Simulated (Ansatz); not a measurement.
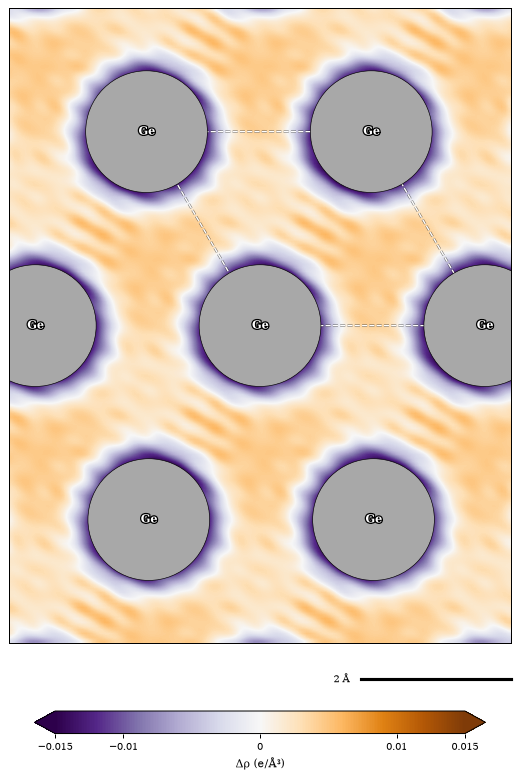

Ge. Difference of the valence pseudo-densities of two functionals at the same geometry, on the (001) plane of the calculation cell: r2SCAN less LDA.

Both computed with Ansatz (plane waves, PAW), on the same k-point mesh. Grey discs cover the atomic cores.

```
Ge
1.0
     1.48805   -2.59469    0.00000
     1.48805    2.59469    0.00000
     0.00000    0.00000    4.72760
Ge
2
Cartesian
  1.4881 0.8643 1.1819
  1.4881 -0.8643 3.5457
```

Q: What does the difference map show?

A: Against LDA, r2SCAN gives less density around Ge (−0.004 e/Å³ on average at 1.0 Å from the nucleus), more density in the space between the atoms (+0.003 e/Å³ on average) and a change of +0.004 e/Å³ at the midpoint of Ge–Ge.
